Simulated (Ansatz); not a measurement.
SnO$_{2}$

Input file:

```
crystal:
  lattice:
    - [4.7112489678, -0.0198230759, 0.027395984]
    - [-0.0198355672, 4.7034070191, 0.0184808709]
    - [0.0185106324, 0.0124790983, 3.2615390834]
  atoms:
    - { symbol: Sn, position: [0.5783789727, 0.565503011, 0.4778488406] }
    - { symbol: Sn, position: [0.0186650335, 0.0016623519, 0.0848996684] }
    - { symbol: O, position: [0.2499952339, 0.3966533735, -0.0027646154] }
    - { symbol: O, position: [0.753723678, 0.0534737824, 0.4505865238] }
    - { symbol: O, position: [0.2112611291, 0.7744880174, 0.5806013935] }
    - { symbol: O, position: [0.6879759527, 0.7082194637, -0.0911718109] }
basis:
  ecutwfc: 420
kpoints:
  mp_grid: { grid: [6, 6, 8] }
hamiltonian:
  xc: lda
scf:
  occupations: { method: gaussian, width: 0.05 }
output:
  forces: true
  stress: true
  eigenvalues: true
  write_density: true
  write_potential: true
  elf: true
  volumetric_format: npy
relax:
  adjacent_minimum: "off"
  f_tol: 0.01
  max_steps: 80
  cell: { stress_tol: 0.1 }
```

Command:

```sh
ansatz run input.yaml --threads 2 --pin off --max-ram 5120MiB --backend cpu --events-out ev --progress --plain --runs-dir out
```

Below, planes, directions and counts refer to the conventional cell (a = 4.72 Å, b = 4.72 Å, c = 3.19 Å, α = 90.00°, β = 90.00°, γ = 90.00°).

The fields are those of the run's last geometry, not of the input's.

Space group P4₂/mnm; a structure from a database of computed crystals, not necessarily the ambient phase; changed on purpose from its base cell (all atoms moved at random, sigma 0.25 A a component, cell strained at random, sigma 0.01; relaxed back).

Level of theory: DFT LDA, scalar-relativistic, plane waves, PAW in Ansatz.

The density is the valence pseudo-density of a PAW calculation; it isn't the true density close to the nuclei.

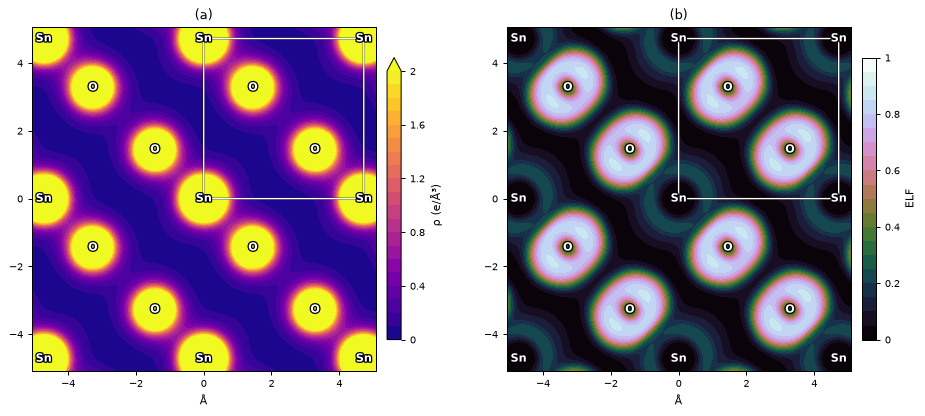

Figure 1. (a) valence electron density; (b) electron localisation function on the (001) plane of the conventional cell.

What do the fields say about this system?

Answer. The section cuts through Sn and O sites. Sn–O (2.04 Å): the density is about 0.69 e/Å³ at the midpoint; the ELF peaks at about 0.80 in the valence shell of O, 0.6 Å from its nucleus, and is about 0.25 at the midpoint: no localised pair shows between them. Between the atoms the lowest density in this plane is 0.04 e/Å³. The ELF also peaks beside O, away from the bonds: lone-pair regions.

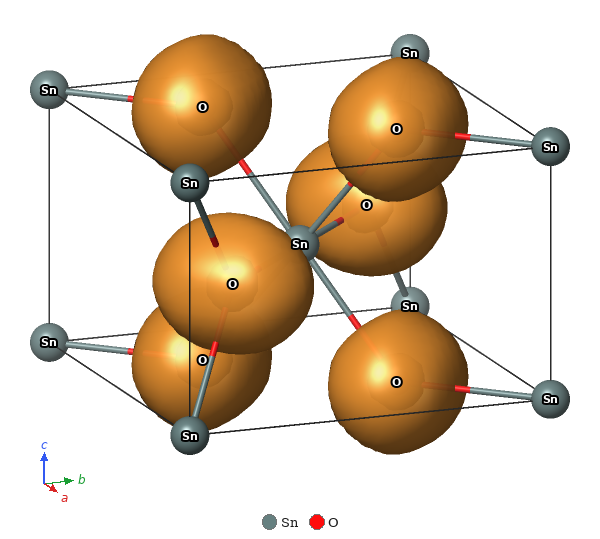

Figure 2. Isosurface of the electron localisation function at 0.65 (orange), seen slightly off an axis. Only the valence region is drawn (cores and ρ < 0.01 e/Å³ removed). Sticks mark near contacts.

Where are the electrons localised?

Answer. The surface consists of four regions wrapped around O (the valence shell of each), counted in one cell of 6 atoms. Regions shared between cells count once.

Does the calculation make it a metal, or give it a gap?

Answer. It is gapped, with a Kohn–Sham gap of 1.2 eV on the k-point mesh (the band edges may lie off the mesh, which would make the gap smaller).
